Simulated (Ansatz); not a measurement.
**SiNi3: density, localisation and related maps**

Input file:

```
crystal:
  lattice:
    - [1.2928041287, 0.7464008117, 7.661989331]
    - [-1.2928041287, 0.7464008117, 7.661989331]
    - [0.0, -1.4928016234, 7.661989331]
  atoms:
    - { symbol: Ni, position: [0.262953, 0.266833, 0.237685], spin: 1.0 }
    - { symbol: Ni, position: [0.513024, 0.485471, 0.50636], spin: 1.0 }
    - { symbol: Ni, position: [0.744174, 0.763963, 0.726315], spin: 1.0 }
    - { symbol: Si, position: [-0.028689, 0.005295, 0.018563] }
hamiltonian:
  xc: pbesol
  pseudopotentials: { kind: paw }
magnetization:
  spin_polarized: true
kpoints:
  mp_grid: { grid: [12, 12, 12] }
scf:
  occupations: { method: fermi_dirac, width: 0.05 }
output:
  forces: true
  stress: true
  eigenvalues: true
  write_density: true
  write_potential: true
  elf: true
  volumetric_format: npy
```

Launched as:

```sh
ansatz run input.yaml --threads 2 --pin off --max-ram 5632MiB --backend cpu --events-out ev --progress --plain --runs-dir out
```

Below, planes, directions and counts refer to the conventional cell (a = 2.59 Å, b = 2.59 Å, c = 7.81 Å, α = 80.47°, β = 80.47°, γ = 60.00°).

Space group P1; a structure from a database of computed crystals, not necessarily the ambient phase; changed on purpose from its base cell (atoms moved at random by about 0.05 A); not relaxed (largest force 0.8 eV/Å); computed pressure about −5 GPa in this cell; spin-polarised.

Theory: Kohn-Sham DFT of a periodic cell, PBEsol, Ansatz PAW in Ansatz 0.2.0.

In a PAW calculation such maps are meaningful between the atoms, not at the nuclei.

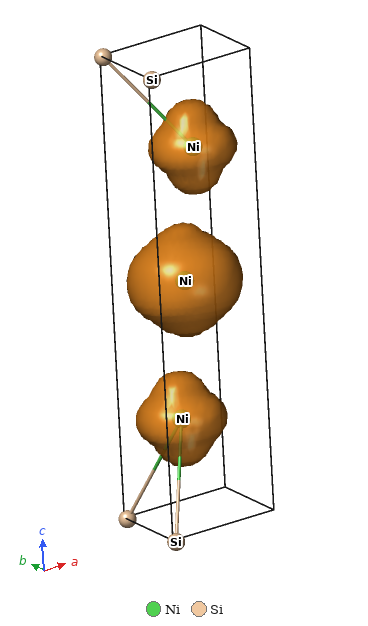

Figure 1. Isosurfaces of the magnetisation density (up minus down) at +0.006 (orange) and −0.006 e/Å³ (purple), seen slightly off an axis. Sticks mark near contacts.

> Which atoms carry the moments, and with what signs?

The spin density sits on Ni: +0.4 μB in one cell of 4 atoms, with smaller moments on other sites: Ni (up to +0.07 μB): parallel moments, as they must be, since the calculation's own cell holds one magnetic site. The cell of the calculation (4 atoms) carries 0.4 μB of net spin moment. Only one sign reaches the isovalue.

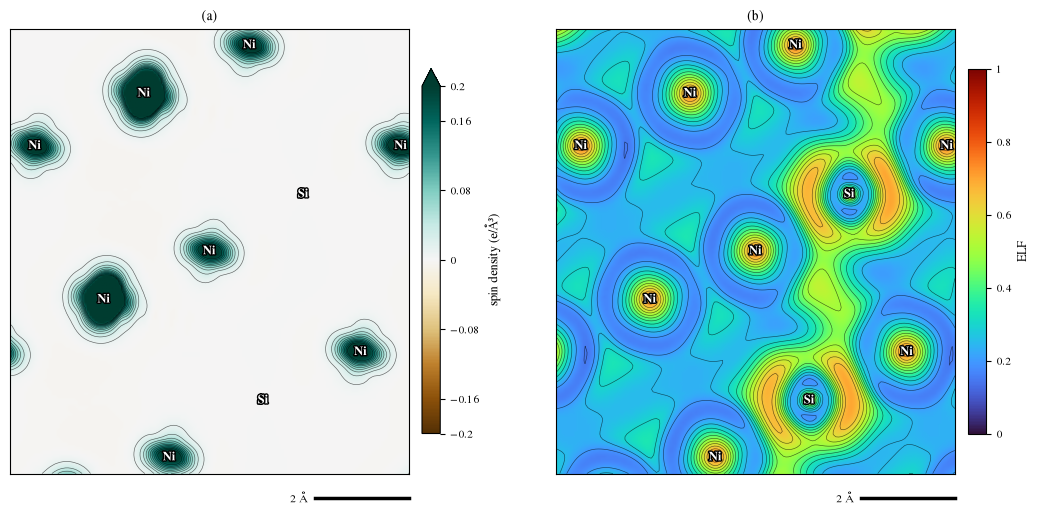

Figure 2. (a) spin density; (b) ELF on the (11̄0) plane of the conventional cell.

> Describe what can be read from this map.

Atoms in the plane: Ni and Si. Si–Ni (2.31 Å): the ELF peaks at about 0.70 in the valence shell of Si, 0.9 Å from its nucleus, and is about 0.50 at the midpoint. Si–Ni (2.35 Å): the ELF peaks at about 0.65 in the valence shell of Si, 0.9 Å from its nucleus, and is about 0.45 at the midpoint. The features right at Ni lie inside the PAW spheres, where the map follows smoothed inner orbitals and isn't to be read closely.

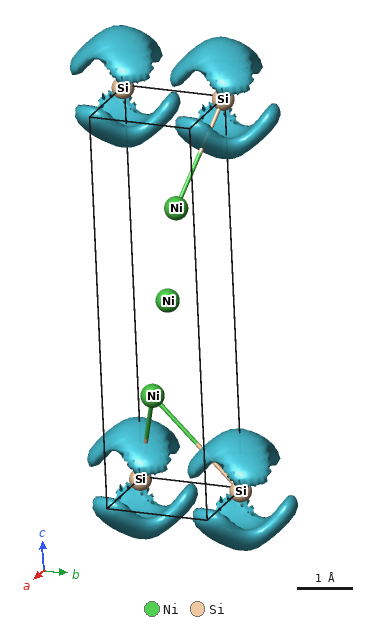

Figure 3. Isosurface of the ELF at 0.6 (cyan), seen slightly off an axis. Core shells and regions of very low density are left out. Sticks mark near contacts.

> Identify the bonds, lone pairs and shells in this picture.

At this value the surface marks out two regions wrapped around Si (the valence shell of each), counted in one cell of 4 atoms. Regions shared between cells count once.


Si–Ni (2.25 Å): the ELF peaks at about 0.70 between the atoms. Si–Ni (2.29 Å): the ELF peaks at about 0.70 between the atoms.

> Does the calculation give a band gap?

It is gapless in this calculation (a metal or semimetal).
